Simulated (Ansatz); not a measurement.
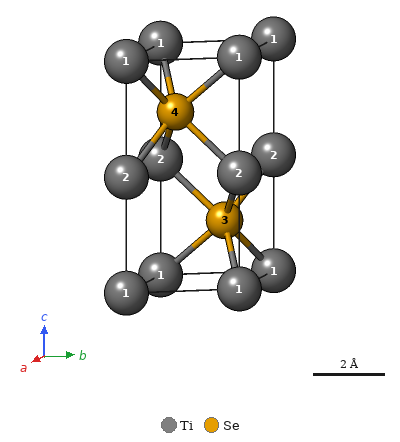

Fig. 1: The structure as given in the input (ball-and-stick view of the cell of the calculation, seen slightly off an axis; atoms are numbered from 1 in the order of the input). An atom can appear more than once, as a periodic image. Near neighbours in the periodic cell (some may lie outside the picture): Ti has 6 Se at 2.52 Å; Se has 6 Ti at 2.52 Å.

Geometry relaxation of TiSe (part 1 of 2)

The run: geometry relaxation of TiSe (4 atoms in the cell). Method and program: DFT PBEsol, scalar-relativistic, plane waves, PAW, no spin polarisation (Ansatz 0.2.0).

The structure derives from an entry of the Crystallography Open Database. It belongs to a series of runs on one base structure; here: volume × 0.94, shape and atoms relaxed. Figures and captions count atoms from 1; the log counts them from 0 in places.

## Output
```
Engine: ansatz 0.2.0, aarch64-unknown-linux-gnu
Pseudopotentials: kind: paw
Pseudopotential: Ti, paw, valence charge 12, recommended cutoff 420 eV (normal), Ti.paw.azcp
Pseudopotential: Se, paw, valence charge 16, recommended cutoff 420 eV (normal), Se.paw.azcp
Functional definition: PBEsol
  exchange = pbesol_x
  correlation = pbesol_c
Crystal: 4 atoms, lattice volume = 61.995 Å³
Basis set: ecut = 420 eV, 1235 PW (Γ), exchange–correlation on 48×48×90 points (8 copies of the dense FFT grid, shifted against one another)
Bands: 34, of which v1, the nominal top of the filled ones, is band 28 counted from 1 (27 counted from 0)
Symmetry: 24 space group operations
Space group: P63/mmc (ITA 194), of the structure as read, at distance tolerance 4.0e-5 Å
k-points: 95 of 1152
Non-local potential: Ti, projectors of the file, l = 0: 3, l = 1: 2, l = 2: 3, l = 3: 1
Non-local potential: Se, projectors of the file, l = 0: 2, l = 1: 2, l = 2: 3, l = 3: 1
PAW form: soft (Blöchl's): semilocal exchange-correlation on the pseudo side does not see the compensation charge
PAW frozen core: Ti, regenerated for the run's functional, and the local potential with it (the file was generated under x = pbe(κ = 0.804, μ = 0.2195149727645171), c = pbe(β = 0.06672455060314922))
PAW frozen core: Se, regenerated for the run's functional, and the local potential with it (the file was generated under x = pbe(κ = 0.804, μ = 0.2195149727645171), c = pbe(β = 0.06672455060314922))
PAW one-centre angular grid: Ti, 590 points (default); XC on 64 Gauss nodes
PAW one-centre angular grid: Se, 590 points (default); XC on 64 Gauss nodes
Initial density: superposition of atomic densities (neutral atoms: chi_scale 0, normalization atom), corrected by the library's trained network
Initial wavefunctions: pseudopotential atomic-orbital guess
Functional: x = pbesol(κ = 0.804, μ = 0.12345679012345678), c = pbesol(β = 0.046)
SCF iter   1: F=—  HF=-15800.948712 eV  |F-HF|=—  |Δ(HF+E_count)|=         —  Δρ=8.79e-3  dr2=5.06e-2  ethr=1.77e-3  ⟨swp⟩=5.3  Hψ=11791  notcnv=0
preconditioner: auto → Kerker (q_TF=auto, 2.682 Å⁻¹)  [metal: Δε(μ)=0.014 eV  Ē_g=7.736 eV  σ=0.100 eV  W_gap=0.08  n_scr=22 (ndim 8)  ℏωp=21.1 eV  f_vac=0.000  D(μ)=2.20/eV (n_scr^D=22)]
SCF iter   2: F=—  HF=-15800.936587 eV  |F-HF|=—  |Δ(HF+E_count)|=   1.21e-2  Δρ=3.45e-3  dr2=8.29e-3  ethr=9.04e-5  ⟨swp⟩=2.1  Hψ=4775  notcnv=0  defer=105
SCF iter   3: F=—  HF=-15800.934609 eV  |F-HF|=—  |Δ(HF+E_count)|=   1.98e-3  Δρ=9.08e-4  dr2=5.21e-4  ethr=1.48e-5  ⟨swp⟩=2.0  Hψ=3809  notcnv=0  defer=105
SCF iter   4: F=—  HF=-15800.934515 eV  |F-HF|=—  |Δ(HF+E_count)|=   9.43e-5  Δρ=1.99e-4  dr2=2.87e-5  ethr=9.30e-7  ⟨swp⟩=2.0  Hψ=4079  notcnv=0  defer=105
SCF iter   5: F=—  HF=-15800.934500 eV  |F-HF|=—  |Δ(HF+E_count)|=   1.43e-5  Δρ=9.29e-5  dr2=6.43e-6  ethr=5.12e-8  ⟨swp⟩=2.0  Hψ=5400  notcnv=0  defer=105
SCF iter   6: F=—  HF=-15800.934498 eV  |F-HF|=—  |Δ(HF+E_count)|=   2.32e-6  Δρ=2.80e-5  dr2=5.40e-7  ethr=1.15e-8  ⟨swp⟩=2.0  Hψ=5599  notcnv=0  defer=105
SCF iter   7: F=-15800.934498 eV  HF=-15800.934498 eV  |F-HF|=1.16e-8  |Δ(HF+E_count)|=   3.06e-8  Δρ=6.07e-6  dr2=2.95e-8  ethr=1.79e-10  ⟨swp⟩=7.5  Hψ=13485  notcnv=0
SCF 1 converged in 7 iterations: F = -15800.934498 eV  dr2 = 2.95e-8
  greatest PAW one-centre occupation: 1.000 electrons in one spin orbital (limit 2), on the Se atom at site 3 (counted from 0), in its partial waves of l = 2
relax step   1: F+E_penalty+E_count = -15800.93449803 eV  Δ(F+E_penalty+E_count) = +0.000e0 eV  max|allowed force component| = 4.048e-17 eV/Å  Δτ_max = 0.0000 Å  P = +8.934 GPa  Ω = 61.995 Å³  fix = [volume]  reactions: volume +8.934 GPa  (7 SCF iters, dr2 threshold 1.00e-7 eV, accepted)
Initial density: handed on by an earlier stage of this run
Initial wavefunctions: those handed on with the density
iter 1 solved again at ethr=2.84e-6 eV; its pass at ethr=3.10e-3 eV (dr2=1.59e-3 eV) is discarded
SCF iter   1: F=—  HF=-15800.935918 eV  |F-HF|=—  |Δ(HF+E_count)|=         —  Δρ=1.33e-3  dr2=1.48e-3  ethr=2.84e-6  ⟨swp⟩=2.1  Hψ=15632  notcnv=0
preconditioner: auto → Kerker (q_TF=auto, 2.682 Å⁻¹)  [metal: Δε(μ)=0.025 eV  Ē_g=7.634 eV  σ=0.100 eV  W_gap=0.14  n_scr=22 (ndim 8)  ℏωp=21.1 eV  f_vac=0.000  D(μ)=2.07/eV (n_scr^D=22)]
SCF iter   2: F=—  HF=-15800.935559 eV  |F-HF|=—  |Δ(HF+E_count)|=   3.59e-4  Δρ=7.51e-4  dr2=5.91e-4  ethr=2.65e-6  ⟨swp⟩=1.3  Hψ=3268  notcnv=0
SCF iter   3: F=—  HF=-15800.935326 eV  |F-HF|=—  |Δ(HF+E_count)|=   2.33e-4  Δρ=1.76e-4  dr2=3.47e-5  ethr=1.06e-6  ⟨swp⟩=2.0  Hψ=4169  notcnv=0
SCF iter   4: F=—  HF=-15800.935314 eV  |F-HF|=—  |Δ(HF+E_count)|=   1.19e-5  Δρ=5.48e-5  dr2=1.42e-6  ethr=6.19e-8  ⟨swp⟩=2.0  Hψ=4185  notcnv=0
iter 5 did not close the SCF: its close was put off for the readings that it lacked (scf_convergence_deferred on its scf_iter line)
SCF iter   5: F=-15800.935314 eV  HF=-15800.935314 eV  |F-HF|=1.14e-7  |Δ(HF+E_count)|=   2.61e-7  Δρ=1.50e-5  dr2=8.96e-8  ethr=2.54e-9  ⟨swp⟩=2.0  Hψ=5705  notcnv=0
SCF iter   6: F=-15800.935314 eV  HF=-15800.935314 eV  |F-HF|=1.51e-8  |Δ(HF+E_count)|=   4.32e-8  Δρ=5.10e-6  dr2=1.26e-8  ethr=1.60e-10  ⟨swp⟩=2.1  Hψ=11267  notcnv=0
SCF 2 converged in 6 iterations: F = -15800.935314 eV  dr2 = 1.26e-8
relax step   2: F+E_penalty+E_count = -15800.93531394 eV  Δ(F+E_penalty+E_count) = -8.159e-4 eV  max|allowed force component| = 9.599e-17 eV/Å  Δτ_max = 0.0000 Å  P = +8.600 GPa  Ω = 61.995 Å³  energy of the carried Pulay correction = +4.116e-7 eV  fix = [volume]  reactions: volume +8.600 GPa  (6 SCF iters, dr2 threshold 4.00e-7 eV, accepted)
iter 1 solved again at ethr=3.33e-7 eV; its pass at ethr=3.10e-3 eV (dr2=1.86e-4 eV) is discarded
SCF iter   1: F=—  HF=-15800.935845 eV  |F-HF|=—  |Δ(HF+E_count)|=         —  Δρ=4.98e-4  dr2=2.06e-4  ethr=3.33e-7  ⟨swp⟩=2.3  Hψ=15024  notcnv=0
preconditioner: auto → Kerker (q_TF=auto, 2.682 Å⁻¹)  [metal: Δε(μ)=0.019 eV  Ē_g=7.637 eV  σ=0.100 eV  W_gap=0.11  n_scr=22 (ndim 8)  ℏωp=21.1 eV  f_vac=0.000  D(μ)=2.16/eV (n_scr^D=22)]
SCF iter   2: F=—  HF=-15800.935795 eV  |F-HF|=—  |Δ(HF+E_count)|=   4.99e-5  Δρ=2.79e-4  dr2=8.10e-5  ethr=3.33e-7  ⟨swp⟩=1.7  Hψ=3318  notcnv=0
SCF iter   3: F=—  HF=-15800.935763 eV  |F-HF|=—  |Δ(HF+E_count)|=   3.21e-5  Δρ=6.73e-5  dr2=5.16e-6  ethr=1.45e-7  ⟨swp⟩=2.0  Hψ=4170  notcnv=0
iter 4 did not close the SCF: its close was put off for the readings that it lacked (scf_convergence_deferred on its scf_iter line)
SCF iter   4: F=-15800.935761 eV  HF=-15800.935761 eV  |F-HF|=1.39e-7  |Δ(HF+E_count)|=   1.92e-6  Δρ=2.11e-5  dr2=2.10e-7  ethr=9.21e-9  ⟨swp⟩=2.0  Hψ=4185  notcnv=0
iter 5 did not close the SCF: its close was put off for the readings that it lacked (scf_convergence_deferred on its scf_iter line)
SCF iter   5: F=-15800.935761 eV  HF=-15800.935761 eV  |F-HF|=2.38e-8  |Δ(HF+E_count)|=   5.33e-8  Δρ=6.65e-6  dr2=1.84e-8  ethr=3.75e-10  ⟨swp⟩=2.0  Hψ=5704  notcnv=0
SCF iter   6: F=-15800.935761 eV  HF=-15800.935761 eV  |F-HF|=1.41e-9  |Δ(HF+E_count)|=   9.24e-9  Δρ=2.21e-6  dr2=2.08e-9  ethr=3.29e-11  ⟨swp⟩=2.0  Hψ=10347  notcnv=0
SCF 3 converged in 6 iterations: F = -15800.935761 eV  dr2 = 2.08e-9
relax step   3: F+E_penalty+E_count = -15800.93576116 eV  Δ(F+E_penalty+E_count) = -4.472e-4 eV  max|allowed force component| = 2.776e-17 eV/Å  Δτ_max = 0.0000 Å  P = +8.724 GPa  Ω = 61.995 Å³  energy of the carried Pulay correction = +2.570e-7 eV  fix = [volume]  reactions: volume +8.724 GPa  (6 SCF iters, dr2 threshold 4.00e-7 eV, accepted)
Initial wavefunctions: pseudopotential atomic-orbital guess (no wavefunctions were taken with the density)
iter 1 solved again at ethr=2.27e-8 eV; its pass at ethr=3.10e-3 eV (dr2=1.27e-5 eV) is discarded
SCF iter   1: F=—  HF=-15800.935760 eV  |F-HF|=—  |Δ(HF+E_count)|=         —  Δρ=5.53e-6  dr2=4.36e-9  ethr=2.27e-8  ⟨swp⟩=3.0  Hψ=19474  notcnv=0
preconditioner: auto → Kerker (q_TF=auto, 2.682 Å⁻¹)  [metal: Δε(μ)=0.020 eV  Ē_g=7.637 eV  σ=0.100 eV  W_gap=0.11  n_scr=22 (ndim 8)  ℏωp=21.1 eV  f_vac=0.000  D(μ)=2.15/eV (n_scr^D=22)]
SCF iter   2: F=—  HF=-15800.935762 eV  |F-HF|=—  |Δ(HF+E_count)|=   1.72e-6  Δρ=3.00e-6  dr2=1.27e-9  ethr=7.79e-12  ⟨swp⟩=2.1  Hψ=5932  notcnv=0
iter 3 did not close the SCF: its close was put off for the readings that it lacked (scf_convergence_deferred on its scf_iter line)
SCF iter   3: F=-15800.935762 eV  HF=-15800.935762 eV  |F-HF|=1.09e-11  |Δ(HF+E_count)|=  8.71e-10  Δρ=4.54e-7  dr2=9.41e-11  ethr=2.27e-12  ⟨swp⟩=2.0  Hψ=3540  notcnv=0
iter 4 did not close the SCF: its close was put off for the readings that it lacked (scf_convergence_deferred on its scf_iter line)
SCF iter   4: F=-15800.935762 eV  HF=-15800.935762 eV  |F-HF|=7.28e-12  |Δ(HF+E_count)|=  9.09e-12  Δρ=1.28e-7  dr2=1.38e-11  ethr=1.00e-12  ⟨swp⟩=1.0  Hψ=3230  notcnv=0
iter 5 did not close the SCF: its close was put off for the readings that it lacked (scf_convergence_deferred on its scf_iter line)
SCF iter   5: F=-15800.935762 eV  HF=-15800.935762 eV  |F-HF|=3.64e-12  |Δ(HF+E_count)|=  3.64e-12  Δρ=2.08e-8  dr2=3.44e-13  ethr=1.00e-12  ⟨swp⟩=1.0  Hψ=3230  notcnv=0
iter 6 did not close the SCF: its close was put off for the readings that it lacked (scf_convergence_deferred on its scf_iter line)
SCF iter   6: F=-15800.935762 eV  HF=-15800.935762 eV  |F-HF|=3.64e-12  |Δ(HF+E_count)|=    0.00e0  Δρ=5.66e-9  dr2=1.79e-14  ethr=1.00e-12  ⟨swp⟩=1.0  Hψ=3230  notcnv=0
SCF iter   7: F=-15800.935762 eV  HF=-15800.935762 eV  |F-HF|=0.00e0  |Δ(HF+E_count)|=  3.64e-12  Δρ=1.82e-9  dr2=1.35e-15  ethr=1.00e-12  ⟨swp⟩=1.1  Hψ=6869  notcnv=0
SCF 4 converged in 7 iterations: F = -15800.935762 eV  dr2 = 1.35e-15
relax step   4: F+E_penalty+E_count = -15800.93576156 eV  Δ(F+E_penalty+E_count) = -3.970e-7 eV  max|allowed force component| = 4.048e-17 eV/Å  Δτ_max = 0.0000 Å  P = +8.723 GPa  Ω = 61.995 Å³  fix = [volume]  reactions: volume +8.723 GPa  stress off target by 3.97e-3 GPa on what of the cell is left free  SCF on the basis re-selected at this cell (its energy is not comparable with the rows above)  (7 SCF iters)
```

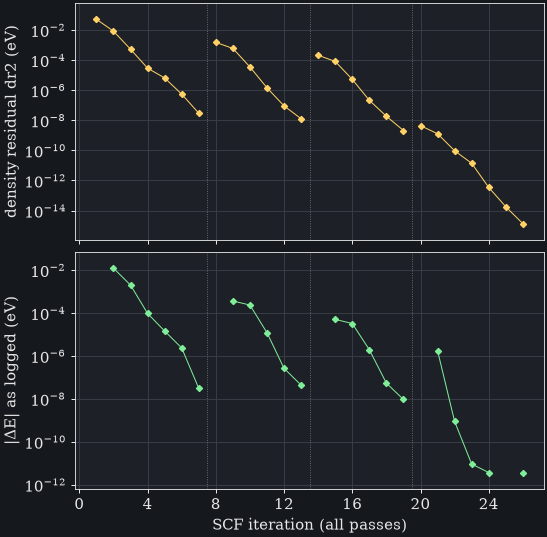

Fig. 2: Convergence of the self-consistent field: density residual dr2 and size of the energy change against the SCF iteration. The dotted lines part the SCF passes of the relaxation: geometry steps, rejected trials and re-solves on a re-selected basis. The passes take 7, 6, 6 and 7 iterations.

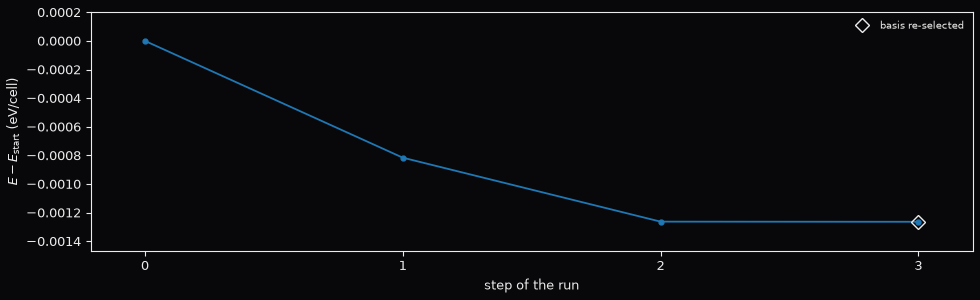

Fig. 3: Progress of the relaxation, step by step (the first geometry is step 0 here and step 1 in the log).
